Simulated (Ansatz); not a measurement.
## WSe$_{2}$: geometry relaxation (part 2 of 3)

The same run, continued: WSe$_{2}$ (9 atoms in the cell); DFT PBEsol, scalar-relativistic, plane waves, PAW, no spin polarisation (Ansatz 0.2.0); cutoff 420 eV, 12×12×1 k-mesh, Gaussian smearing of 0.02 eV. The structure derives from a Materials Project entry.

Geometry of the input (Å; fractional positions):
```
3.3181  0.0000  0.0000
-1.6591  2.8736  0.0000
0.0000  0.0000  29.7394
W  0.6667  0.3333  0.0000
W  0.3333  0.6667  0.7704
W  0.3333  0.6667  0.2296
Se 0.3333  0.6667  0.0559
Se 0.6667  0.3333  0.8264
Se 0.6667  0.3333  0.2854
Se 0.3333  0.6667  0.9441
Se 0.6667  0.3333  0.7146
Se 0.6667  0.3333  0.1736
```

The program's output, continued
```
SCF iter   1: F=—  HF=-63320.261779 eV  |F-HF|=—  |Δ(HF+E_count)|=         —  Δρ=1.25e-3  dr2=4.20e-3  ethr=3.12e-6  ⟨swp⟩=3.0  Hψ=7354  notcnv=0
preconditioner: auto → Resta (q_TF=auto, 2.437 Å⁻¹)  ε∞=4.6  [insulator: Δε(μ)=1.264 eV  Ē_g=8.778 eV  σ=0.020 eV  W_gap=1.00  n_scr=76 (ndim 8)  ℏωp=16.6 eV  f_vac=0.342  D(μ)=0.00/eV (n_scr^D=0)  ε∞_Penn≈4.6  vacuum switching on, ρ_ref=5.6e-3 e/Å³]
SCF iter   2: F=—  HF=-63320.261244 eV  |F-HF|=—  |Δ(HF+E_count)|=   5.35e-4  Δρ=6.43e-4  dr2=1.04e-3  ethr=3.04e-6  ⟨swp⟩=2.2  Hψ=1986  notcnv=0
SCF iter   3: F=—  HF=-63320.261129 eV  |F-HF|=—  |Δ(HF+E_count)|=   1.15e-4  Δρ=3.45e-4  dr2=3.50e-4  ethr=7.52e-7  ⟨swp⟩=2.1  Hψ=1851  notcnv=0
SCF iter   4: F=—  HF=-63320.260851 eV  |F-HF|=—  |Δ(HF+E_count)|=   2.77e-4  Δρ=5.77e-5  dr2=1.83e-5  ethr=2.54e-7  ⟨swp⟩=2.0  Hψ=1885  notcnv=0
SCF iter   5: F=—  HF=-63320.260854 eV  |F-HF|=—  |Δ(HF+E_count)|=   2.21e-6  Δρ=4.00e-5  dr2=1.10e-5  ethr=1.33e-8  ⟨swp⟩=2.2  Hψ=2083  notcnv=0
SCF iter   6: F=-63320.260853 eV  HF=-63320.260853 eV  |F-HF|=1.11e-7  |Δ(HF+E_count)|=   7.34e-7  Δρ=8.15e-6  dr2=3.76e-7  ethr=4.47e-10  ⟨swp⟩=12.7  Hψ=13118  notcnv=0
SCF 4 converged in 6 iterations: F = -63320.260853 eV  dr2 = 3.76e-7
relax step   4: F+E_penalty+E_count = -63320.26085291 eV  Δ(F+E_penalty+E_count) = -3.016e-3 eV  max|allowed force component| = 3.761e-2 eV/Å  Δτ_max = 0.0275 Å  P = -0.018 GPa  Ω = 271.637 Å³  energy of the carried Pulay correction = +1.445e-3 eV  (6 SCF iters, dr2 threshold 6.16e-7 eV, accepted)
Crystal: 9 atoms, lattice volume = 270.409 Å³
iter 1 solved again at ethr=4.33e-7 eV; its pass at ethr=3.10e-3 eV (dr2=5.98e-4 eV) is discarded
SCF iter   1: F=—  HF=-63320.261982 eV  |F-HF|=—  |Δ(HF+E_count)|=         —  Δρ=4.87e-4  dr2=5.66e-4  ethr=4.33e-7  ⟨swp⟩=3.0  Hψ=6876  notcnv=0
preconditioner: auto → Resta (q_TF=auto, 2.439 Å⁻¹)  ε∞=4.6  [insulator: Δε(μ)=1.246 eV  Ē_g=8.781 eV  σ=0.020 eV  W_gap=1.00  n_scr=76 (ndim 8)  ℏωp=16.6 eV  f_vac=0.341  D(μ)=0.00/eV (n_scr^D=0)  ε∞_Penn≈4.6  vacuum switching on, ρ_ref=5.6e-3 e/Å³]
SCF iter   2: F=—  HF=-63320.261892 eV  |F-HF|=—  |Δ(HF+E_count)|=   8.97e-5  Δρ=2.52e-4  dr2=1.54e-4  ethr=4.10e-7  ⟨swp⟩=2.0  Hψ=1661  notcnv=0
SCF iter   3: F=—  HF=-63320.261871 eV  |F-HF|=—  |Δ(HF+E_count)|=   2.11e-5  Δρ=1.12e-4  dr2=5.95e-5  ethr=1.12e-7  ⟨swp⟩=2.0  Hψ=1941  notcnv=0
SCF iter   4: F=—  HF=-63320.261616 eV  |F-HF|=—  |Δ(HF+E_count)|=   2.55e-4  Δρ=2.40e-5  dr2=2.43e-6  ethr=4.31e-8  ⟨swp⟩=2.0  Hψ=1735  notcnv=0
SCF iter   5: F=—  HF=-63320.261616 eV  |F-HF|=—  |Δ(HF+E_count)|=   7.74e-7  Δρ=1.14e-5  dr2=1.23e-6  ethr=1.76e-9  ⟨swp⟩=2.3  Hψ=2095  notcnv=0
SCF iter   6: F=—  HF=-63320.261616 eV  |F-HF|=—  |Δ(HF+E_count)|=   6.60e-8  Δρ=5.39e-6  dr2=1.85e-7  ethr=8.93e-10  ⟨swp⟩=2.0  Hψ=1973  notcnv=0
SCF iter   7: F=-63320.261616 eV  HF=-63320.261616 eV  |F-HF|=8.95e-10  |Δ(HF+E_count)|=   4.83e-8  Δρ=1.47e-6  dr2=1.17e-8  ethr=6.40e-11  ⟨swp⟩=12.7  Hψ=11361  notcnv=0
SCF 5 converged in 7 iterations: F = -63320.261616 eV  dr2 = 1.17e-8
relax step   5: F+E_penalty+E_count = -63320.26161633 eV  Δ(F+E_penalty+E_count) = -7.634e-4 eV  max|allowed force component| = 9.974e-4 eV/Å  Δτ_max = 0.0126 Å  P = -0.006 GPa  Ω = 270.409 Å³  energy of the carried Pulay correction = +1.598e-3 eV  (7 SCF iters, dr2 threshold 8.84e-8 eV, accepted)
Initial wavefunctions: pseudopotential atomic-orbital guess (no wavefunctions were taken with the density)
iter 1 solved again at ethr=1.01e-7 eV; its pass at ethr=3.10e-3 eV (dr2=1.40e-4 eV) is discarded
SCF iter   1: F=—  HF=-63320.260258 eV  |F-HF|=—  |Δ(HF+E_count)|=         —  Δρ=5.53e-5  dr2=1.23e-6  ethr=1.01e-7  ⟨swp⟩=4.9  Hψ=10885  notcnv=0
preconditioner: auto → Resta (q_TF=auto, 2.439 Å⁻¹)  ε∞=4.6  [insulator: Δε(μ)=1.248 eV  Ē_g=8.779 eV  σ=0.020 eV  W_gap=1.00  n_scr=76 (ndim 8)  ℏωp=16.6 eV  f_vac=0.341  D(μ)=0.00/eV (n_scr^D=0)  ε∞_Penn≈4.6  vacuum switching on, ρ_ref=5.6e-3 e/Å³]
SCF iter   2: F=—  HF=-63320.260001 eV  |F-HF|=—  |Δ(HF+E_count)|=   2.57e-4  Δρ=2.90e-5  dr2=3.96e-7  ethr=8.89e-10  ⟨swp⟩=2.7  Hψ=3032  notcnv=0
SCF iter   3: F=—  HF=-63320.260001 eV  |F-HF|=—  |Δ(HF+E_count)|=   1.14e-7  Δρ=8.32e-6  dr2=1.01e-7  ethr=2.87e-10  ⟨swp⟩=2.0  Hψ=2888  notcnv=0
SCF iter   4: F=—  HF=-63320.260001 eV  |F-HF|=—  |Δ(HF+E_count)|=   4.85e-9  Δρ=2.33e-6  dr2=1.41e-8  ethr=7.31e-11  ⟨swp⟩=2.0  Hψ=1904  notcnv=0
SCF iter   5: F=—  HF=-63320.260001 eV  |F-HF|=—  |Δ(HF+E_count)|=  4.58e-10  Δρ=4.44e-7  dr2=6.29e-10  ethr=1.02e-11  ⟨swp⟩=2.1  Hψ=2032  notcnv=0
SCF iter   6: F=—  HF=-63320.260001 eV  |F-HF|=—  |Δ(HF+E_count)|=  2.76e-10  Δρ=2.06e-7  dr2=8.06e-10  ethr=1.00e-12  ⟨swp⟩=2.0  Hψ=1985  notcnv=0
SCF iter   7: F=-63320.260001 eV  HF=-63320.260001 eV  |F-HF|=1.96e-10  |Δ(HF+E_count)|=  4.37e-11  Δρ=7.29e-8  dr2=5.81e-11  ethr=1.00e-12  ⟨swp⟩=7.9  Hψ=8848  notcnv=0
SCF 6 converged in 7 iterations: F = -63320.260001 eV  dr2 = 5.81e-11
relax step   6: F+E_penalty+E_count = -63320.26000115 eV  Δ(F+E_penalty+E_count) = +1.615e-3 eV  max|allowed force component| = 1.115e-3 eV/Å  Δτ_max = 0.0000 Å  P = -0.005 GPa  Ω = 270.409 Å³  stress off target by 5.79e-3 GPa  SCF on the basis re-selected at this cell (its energy is not comparable with the rows above)  (7 SCF iters)
```

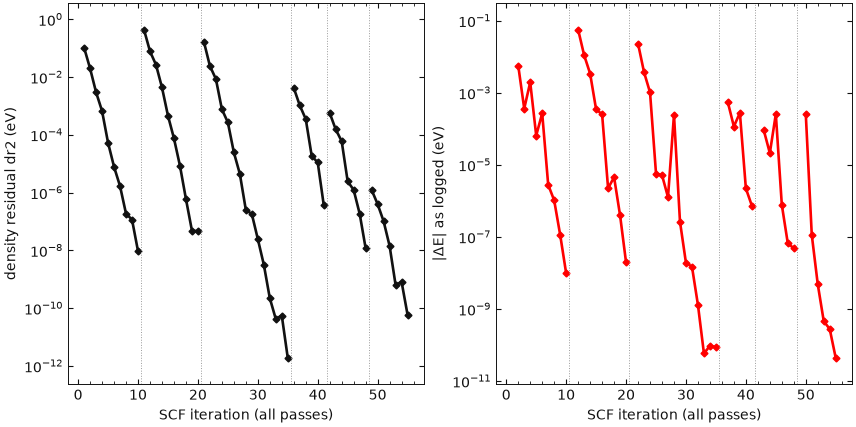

**Figure 1.** Convergence of the self-consistent field: density residual dr2 and size of the energy change against the SCF iteration. The dotted lines part the SCF passes of the relaxation: geometry steps, rejected trials and re-solves on a re-selected basis. The 6 passes take 6 to 15 iterations each, 55 in all.

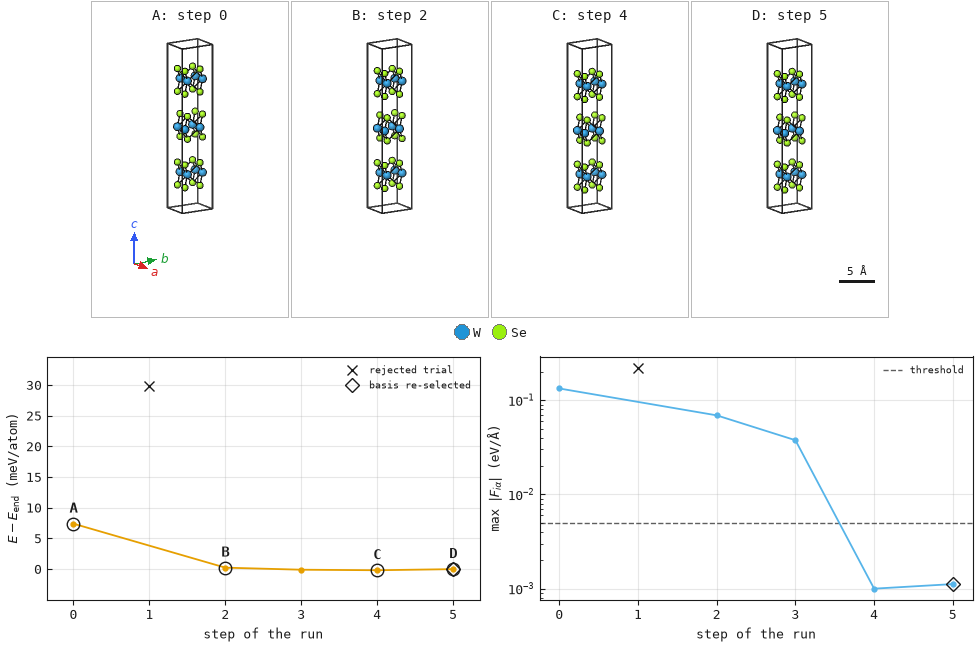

**Figure 2.** Frames of the relaxation (ball-and-stick view of the 2 × 2 repeat of the cell, with the vacuum cut short, seen slightly off an axis) above the curves, on which the letters mark them (the first geometry is step 0 here and step 1 in the log).

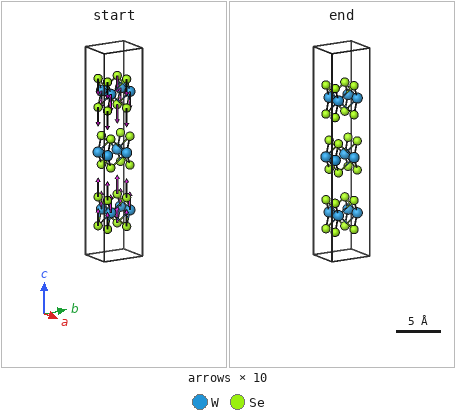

**Figure 3.** Before (left) and after (right) the relaxation, at one scale (ball-and-stick view of the 2 × 2 repeat of the cell, with the vacuum cut short, seen slightly off an axis). The pink arrows give the displacements (without the part carried along by the change of the cell), magnified 10 times. The largest moves relative to the cell, 0.23 Å, are those of Se5 and Se9. Largest moves by element: Se 0.23 Å, W 0.22 Å. In the plane the drawn cell goes a 6.636 → 6.542 Å (−1.4 %), b 6.636 → 6.542 Å (−1.4 %). Among the contacts that change: W1–Se4 2.537 → 2.524 Å. The space group stays P-6m2 (No. 187). Over 4 geometry steps the energy falls by 7.6 meV per atom. The largest force component goes from 0.13 to 0.0011 eV/Å. The line search rejected the trial step at point 1 (counted from 0) and went back. A last SCF at the same geometry on a re-selected plane-wave basis shifts the energy by +0.2 meV per atom. (Atoms are counted from 1 in the order of the input.)

```
basis re-selected at this cell: Δ(F+E_penalty+E_count) = +1.615e-3 eV, ΔP = +0.000 GPa vs the last step (what re-selecting the basis moved, of the pressure what is left beyond the Pulay correction that the steps carried, after the strain that the cell walked since its last selection, with what the two solves' SCF thresholds leave and, on support functions, any second-order correction that the steps lacked; it is no measure of the basis error at this ecutwfc). This SCF's stress stands 5.79e-3 GPa from its target on what of the cell is left free (relax.cell.stress_tol is 5.00e-2 GPa) and its largest allowed force component is 1.12e-3 eV/Å (relax.f_tol is 5.00e-3 eV/Å): within both
WARN: The output density's exchange-correlation potential varies sharply where the density is thin. Do not read a vacuum level from v_tot or v_xc, or from such a field of the output density. On a cell that repeats whose density bears no net charge and no dipole along the vacuum's axis use v_es (v_loc + v_h of the components); under efield.dipole_correction with no amplitude use v_es + v_field, which holds any external_charges[].barrier, or the levels of the report's work_function block, which leave it out; under a non-zero efield.amplitude the vacuum is tilted and has no level; on a cell that repeats and bears such a dipole with no correction it is tilted too, and efield.dipole_correction with no amplitude gives each side of its ramp a level where efield: is served; in a cell that repeats whose density bears a net charge (total_charge, or a fill off its count) it is curved and has none; of a slab under crystal.periodic whose density bears no net charge use v_es, which has a level on each side, short of where the two are joined; of another it falls or rises all the way out and has none; of a slab beside external_charges read slab_vacuum_level instead, which it has where they leave it neutral. The grid or the basis barely resolves most such structure, and the values can differ between equally converged runs; as a rule a tighter scf.convergence.dr2_threshold does not remove it. Where the density itself ripples (under the LDA too) a higher basis.ecutwfc lessens it. The files hold the spikes' plane waves up to the density's cutoff. Files: v_tot_of_output_density and the like, and their columns of v_z.tsv (output.write_potential); v_xc_of_output_density and the like, and their columns of v_comp_z.tsv (output.write_potential_components). Measured: with its Gaussian average of σ = 0.25 Å subtracted twice, the exchange-correlation potential is over 0.1 eV at 835 of the grid points where the equally averaged density (valence and model cores) is under 1e-3 e/Å³, and 0.920 eV at the most among them, at an averaged density of 8.6e-8 e/Å³. The input density's (outcome.potential() and, of a run that writes arrays, v_tot and v_xc) is over 0.1 eV, so measured, at 7 points of its own thin density, 0.150 eV at the most. See output.write_potential in the manual, Limitations
SCF converged after 7 iterations
Free energy (F): -63320.260001 eV
Harris-Foulkes:  -63320.260001 eV  (|F-HF|=1.96e-10)
Internal energy: -63320.260001 eV  (E = F + TS)
E sigma→0 (E₀):  -63320.260001 eV
Fermi energy:    7.511058 eV
--- Per-component energies (eV) ---
  E_band       = -3337.584215
  E_kinetic    = 2070.184211
  E_local      = -119941.139468  (includes V_loc(G=0)·N_el)
  E_nonlocal   = -3543.136019
  E_hartree    = 59231.701773
  E_xc         = -1419.239921
  E_vxc        = -1309.189919  (∫ρ·V_xc dr)
  E_paw        = -36516.935894  (= ΣΔE_a)
  E_vpaw       = 922.299277  (= ΣTr[D̂ρ^β])
  E_aug_tail   = -0.003839  (compensation charges beyond the density's cutoff)
  E_ewald      = 36791.593077
  E_core_change = 6.716079  (= ΣΔE_core)
  E_smearing   = -0.000000  (= −TS)
  E_closure    = 0.000000  (closes the sum)
  Σ components = -63320.260001   (vs F -63320.260001, Δ=0.00e0)
--- Forces (eV/Å), atoms counted from 1 ---
  atom   1  W     -0.00000000     0.00000000    -0.00000000
  atom   2  W      0.00000000    -0.00000000    -0.00076117
  atom   3  W      0.00000000    -0.00000000     0.00076117
  atom   4  Se     0.00000000    -0.00000000     0.00004976
  atom   5  Se    -0.00000000     0.00000000     0.00111519
  atom   6  Se    -0.00000000     0.00000000    -0.00042766
  atom   7  Se     0.00000000    -0.00000000    -0.00004976
  atom   8  Se    -0.00000000     0.00000000     0.00042766
  atom   9  Se    -0.00000000     0.00000000    -0.00111519
  max |Σ_I F_I| component: 1.16e-17 eV/Å
--- Stress (GPa, compression-positive) ---
       -0.005790       0.000000      -0.000000
        0.000000      -0.005790       0.000000
       -0.000000       0.000000      -0.004832
  P = ⅓ Tr σ = -0.0055 GPa (-0.055 kbar)
--- Band table (eV; the first three rows and the last of 19) ---
  k-point 0: bands = ["-67.1278", "-67.1251", "-67.1251", "-40.8015", "-40.8015", "-40.8009", "-40.8009", "-40.7963", "-40.7963", "-40.7963", "-40.7963", "-40.7834", "-40.7834", "-40.7834", "-40.7834", "-40.7723", "-40.7723", "-40.7711", "-40.7711", "-40.7669", "-40.7669", "-40.7669", "-40.7669", "-40.7604", "-40.7582", "-40.7545", "-40.7545", "-40.7501", "-40.7501", "-40.7501", "-40.7501", "-40.7362", "-40.7362", "-31.4284", "-31.4260", "-31.4260", "-31.2740", "-31.2740", "-31.2714", "-31.2714", "-31.2714", "-31.2714", "-8.2287", "-8.1563", "-8.0872", "-6.9866", "-6.8581", "-6.7493", "0.0628", "0.3911", "0.7388", "3.7492", "4.4110", "4.4110", "4.4159", "4.4159", "4.4197", "4.4197", "4.4443", "5.2672", "5.5637", "5.5637", "5.5794", "5.5794", "5.5923", "5.5923", "6.0891", "6.5999", "6.8874", "9.7818", "9.7818", "9.7984", "9.7984", "9.8162", "9.8162", "9.9341", "9.9341", "9.9972", "9.9972", "10.0438", "10.0438", "11.2242", "11.4112"]
```
